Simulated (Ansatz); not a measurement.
Pd

Input file:

```
crystal:
  lattice:
    - [2.5319395352, 0.0, 0.0]
    - [0.0, 2.5319395352, 0.0]
    - [0.0, 0.0, 2.5319395352]
  atoms:
    - { symbol: Pd, position: [0.0, 0.0, 0.0] }
hamiltonian:
  xc: pbesol
  pseudopotentials:
    kind: paw
    azcp:
      Pd: "pseudopotentials/Pd.paw.azcp"
basis:
  ecutwfc: 420
  fft_grid_basis: typed
kpoints:
  mp_grid: { grid: [14, 14, 14], shift: [0, 0, 0] }
magnetization:
  spin_polarized: false
scf:
  occupations: { method: fermi_dirac, width: 0.1 }
  lower_state_search: "off"
output:
  stress: true
  write_density: true
  write_potential: true
  elf: true
  volumetric_format: npy
```

Below, planes, directions and counts refer to the conventional cell (a = 2.53 Å, b = 2.53 Å, c = 2.53 Å, α = 90.00°, β = 90.00°, γ = 90.00°).

Space group Pm-3m; set up as Pd, simple cubic; a generated structure, not necessarily the stable one; changed on purpose from its base cell (volume × 0.96); computed pressure about 7 GPa in this cell.

These are results of DFT, PBEsol, plane waves (420 eV) with PAW, scalar-relativistic in Ansatz, not measurements.

Q: What will maps of the valence pseudo-density and electron localisation function show?

A: Pd–Pd (2.53 Å): ρ is about 0.44 e/Å³ halfway; the ELF is about 0.20 at the midpoint (no localised pair shows between them).

Q: Does the calculation give a band gap?

A: It is metallic or semimetallic at this level of theory: no gap opens.

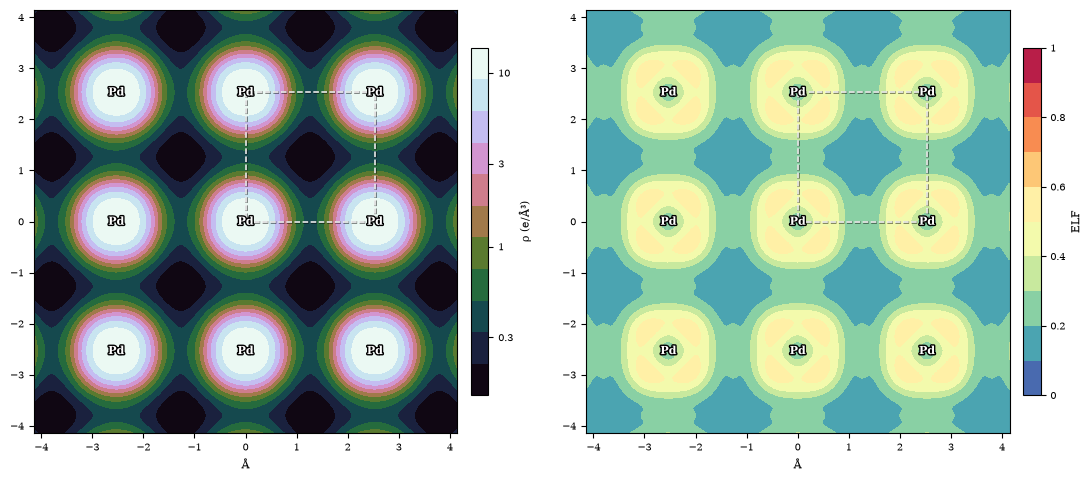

Computed valence pseudo-density and electron localisation function on the (010) plane of the conventional cell, in this order. 

In a PAW calculation such maps are meaningful between the atoms, not at the nuclei.
